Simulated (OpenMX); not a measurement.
## MoS₂: 7 runs along one coordinate

System: MoS₂ (P6₃/mmc, 6 atoms in the cell).
Method: Kohn-Sham DFT of a periodic cell, LDA, OpenMX 2013 LDA set, no spin polarisation (OpenMX 3.8.5).

The 7 runs differ only in the geometry, by an even scaling of the cell at fixed fractional positions. The structure derives from an entry of the Crystallography Open Database.

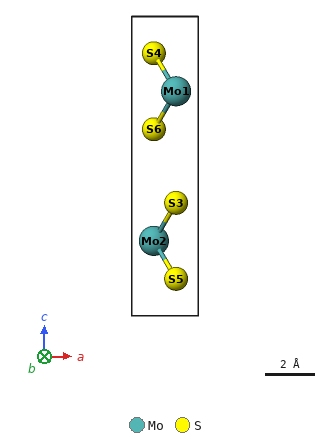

Figure 1. The structure of run 4 (ball-and-stick view of the cell of the calculation, along the b axis; atoms are numbered from 1 in the order of the input). An atom can appear more than once, as a periodic image.

## Input of run 4
```
System.CurrrentDirectory             ./
System.Name                          MoS2
DATA.PATH                            ./DFT_DATA13
level.of.stdout                      1
level.of.fileout                     0
Species.Number                       2
<Definition.of.Atomic.Species
  Mo  Mo7.0-s3p2d2           Mo_CA13
  S   S7.0-s2p2d1f1          S_CA13
Definition.of.Atomic.Species>

Atoms.Number                         6
Atoms.SpeciesAndCoordinates.Unit     FRAC
<Atoms.SpeciesAndCoordinates
    1  Mo    0.6666666667    0.3333333333    0.7500000000   7.000  7.000
    2  Mo    0.3333333333    0.6666666667    0.2500000000   7.000  7.000
    3  S     0.6666666667    0.3333333333    0.3770000000   3.000  3.000
    4  S     0.3333333333    0.6666666667    0.8770000000   3.000  3.000
    5  S     0.6666666667    0.3333333333    0.1230000000   3.000  3.000
    6  S     0.3333333333    0.6666666667    0.6230000000   3.000  3.000
Atoms.SpeciesAndCoordinates>

Atoms.UnitVectors.Unit               Ang
<Atoms.UnitVectors
     3.1690000000    0.0000000000    0.0000000000
    -1.5845000000    2.7444345046    0.0000000000
     0.0000000000    0.0000000000   12.3240000000
Atoms.UnitVectors>

scf.XcType                           LDA
scf.SpinPolarization                 off
scf.ElectronicTemperature            580.226
scf.energycutoff                     400.0
scf.maxIter                          100
scf.EigenvalueSolver                 band
scf.Kgrid                            11 11 3
scf.Mixing.Type                      rmm-diisk
scf.Init.Mixing.Weight               0.05
scf.Min.Mixing.Weight                0.001
scf.Max.Mixing.Weight                0.3
scf.Mixing.History                   25
scf.Mixing.StartPulay                8
scf.criterion                        1.0e-8
scf.stress.tensor                    on
MD.Type                              nomd
Band.dispersion                      on
Band.Nkpath                          9
<Band.kpath
   20   0.000000  0.000000  0.000000    0.500000  0.000000  0.000000  G M
   11   0.500000  0.000000  0.000000    0.333333  0.333333  0.000000  M K
   23   0.333333  0.333333  0.000000    0.000000  0.000000  0.000000  K G
    4   0.000000  0.000000  0.000000    0.000000  0.000000  0.500000  G A
   20   0.000000  0.000000  0.500000    0.500000  0.000000  0.500000  A L
   11   0.500000  0.000000  0.500000    0.333333  0.333333  0.500000  L H
   23   0.333333  0.333333  0.500000    0.000000  0.000000  0.500000  H A
    4   0.500000  0.000000  0.500000    0.500000  0.000000  0.000000  L M
    4   0.333333  0.333333  0.000000    0.333333  0.333333  0.500000  K H
Band.kpath>
```

Command:
```bash
openmx MoS2.dat -nt 1 > MoS2.std
```

Run 3 has the same physical settings and fractional positions; its lattice vectors (Å) are:
```
   3.147731    0.000000    0.000000
  -1.573865    2.726015    0.000000
   0.000000    0.000000   12.241286
```

## Results, with one run withheld

```tsv
run	volume per atom (Å³)	free energy per atom, from the lowest run given (meV)	gap on the mesh (eV)
1	16.792	13.27	0.76
2	17.149	0.80	0.78
3	17.507	?	?
4	17.864	0.00	0.82
5	18.221	10.00	0.84
6	18.578	25.97	0.86
7	18.936	47.23	0.87
```

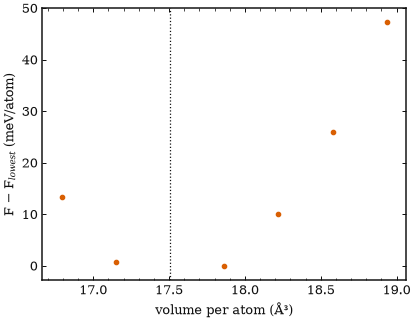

Figure 2. Free energy per atom of the runs given; the dotted line marks run 3.

What should run 3 give?

A cubic polynomial in V^(−2/3) (the Birch–Murnaghan form), fitted to the 6 runs given, misses them by at most 0.02 meV per atom. With x = V^(−2/3) − 0.14616 Å⁻², it reads F = 0.64798 − 3804.5 x + 9.0268e+05 x² + 1.8743e+06 x³ (meV per atom). At run 3 it gives −3.34 meV per atom, and the run itself gives −3.32. The fit has its minimum at 17.518 Å³ per atom, where V d²F/dV² gives 163 GPa. Cell shape and fractional positions are held, so this is the stiffness under even scaling; the relaxed bulk modulus wasn't computed and can be far lower in a crystal of layers, chains or molecules like this one. The gap on the mesh goes, without turning, from 0.76 eV in run 1 to 0.87 eV in run 7; run 3 has 0.80 eV. These are gaps of this functional on this mesh, which can miss the band edges; they aren't the measured gap.

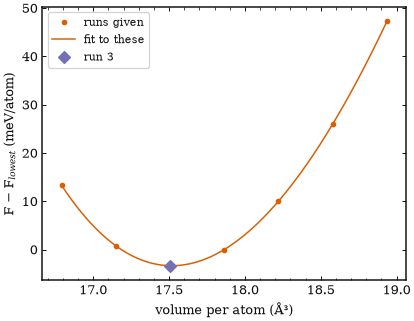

Figure 3. The fit and the withheld run.

## Some lines of the output (run 3)
```
[...]
  Cell_Volume =    708.841902839403 (Bohr^3)
        Total energy (Hartree) at MD = 1
   kloop=0
   kloop=1
   kloop=181
```

Notes: With a small basis of atomic orbitals these values can differ much from converged plane-wave results.
